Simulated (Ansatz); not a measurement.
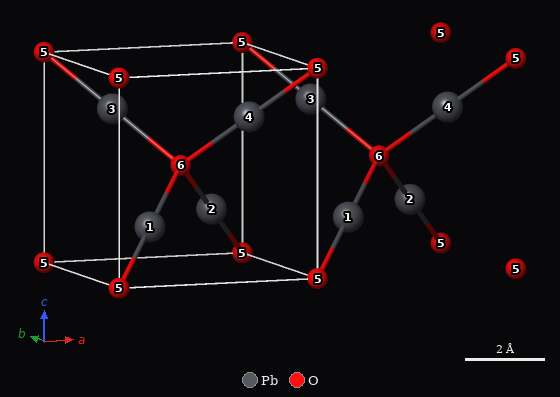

Reference structure: a crystal of Pb₂O (set up in Pn-3m). Style: ball-and-stick. Shown: the cell of the calculation, repeated 2 × 1 × 1 with one cell outlined, slightly off an axis.

Method: Ansatz 0.2.0, DFT PBEsol, scalar-relativistic, plane waves, PAW. Set-up: plane-wave cutoff 420 eV; k-point mesh 8 × 8 × 8; occupations gaussian; smearing width 0.1 eV; no spin polarisation.

Change: All lengths are scaled by −3.1 % (volume −9.0 %), the atoms keeping their fractional coordinates. No relaxation follows.

### What is the effect?

It costs 41.6 meV per atom. Pressure: 0.0 GPa before, 6.3 GPa after. All forces vanish by symmetry. Some distances before and after: O–Pb 2.330 → 2.258 Å. The space group stays Pn-3m (No. 224).

The changed structure in the same view:

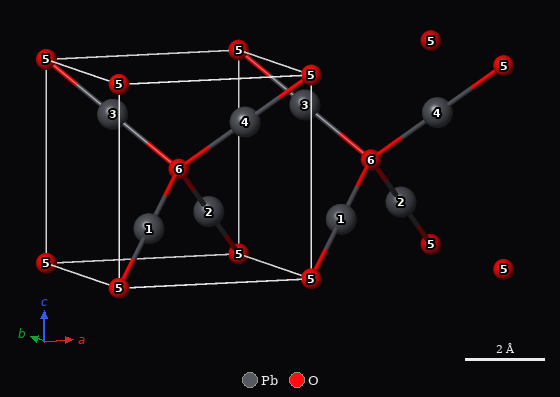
